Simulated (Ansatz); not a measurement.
Al2O3

Input

```
crystal:
  lattice:
    - [3.017482544, 0.0, 0.0]
    - [-1.508741272, 2.6132165386, 0.0]
    - [0.0, 0.0, 7.5746360022]
  atoms:
    - { symbol: Al, position: [0.0, 0.0, 0.722049] }
    - { symbol: Al, position: [0.0, 0.0, 0.277951] }
    - { symbol: O, position: [0.0, 0.0, 0.5] }
    - { symbol: O, position: [0.6666666667, 0.3333333333, 0.800546] }
    - { symbol: O, position: [0.3333333333, 0.6666666667, 0.199454] }
hamiltonian:
  xc: pbesol
  pseudopotentials: { kind: paw }
  dispersion: d3bjatm
kpoints:
  mp_grid: { grid: [10, 10, 4] }
scf:
  occupations: { method: fermi_dirac, width: 0.05 }
output:
  forces: true
  stress: true
  eigenvalues: true
  write_density: true
  write_potential: true
  elf: true
  volumetric_format: npy
relax:
  f_tol: 0.01
  max_steps: 40
  cell: { stress_tol: 0.05 }
```

Launched as:

```sh
ansatz run input.yaml --threads 2 --pin off --max-ram 5632MiB --backend cpu --events-out ev --progress --plain --runs-dir out
```

Below, planes, directions and counts refer to the conventional cell (a = 2.98 Å, b = 2.98 Å, c = 7.35 Å, α = 90.00°, β = 90.00°, γ = 120.00°).

The fields are those of the relaxed geometry.

Space group P-3m1; a structure from a database of computed crystals, not necessarily the ambient phase.

Theory: Kohn-Sham DFT of a periodic cell, PBEsol with D3(BJ)-ATM, Ansatz PAW in Ansatz.

**Predict the valence pseudo-density and electron localisation function between the atoms.**

Al–O (1.82 Å): ρ is about 0.69 e/Å³ halfway; the ELF peaks at about 0.85 in the valence shell of O, 0.7 Å from its nucleus, and is about 0.85 at the midpoint.

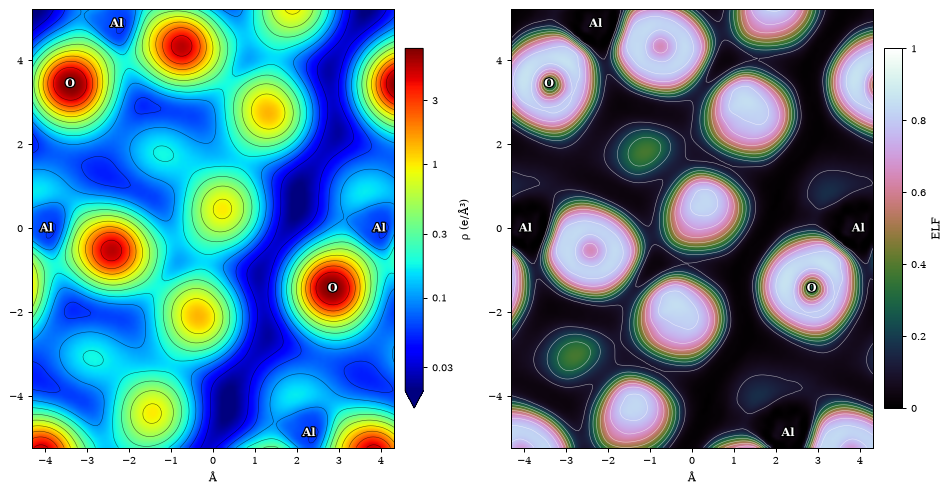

Computed valence pseudo-density and electron localisation function on the (111) plane of the conventional cell, in this order. Atoms just off the plane (Al, 0.7 Å away and O, 0.3 Å away) can leave unmarked features too.

Core electrons are frozen (PAW), and the valence fields are smoothed inside the atomic spheres.
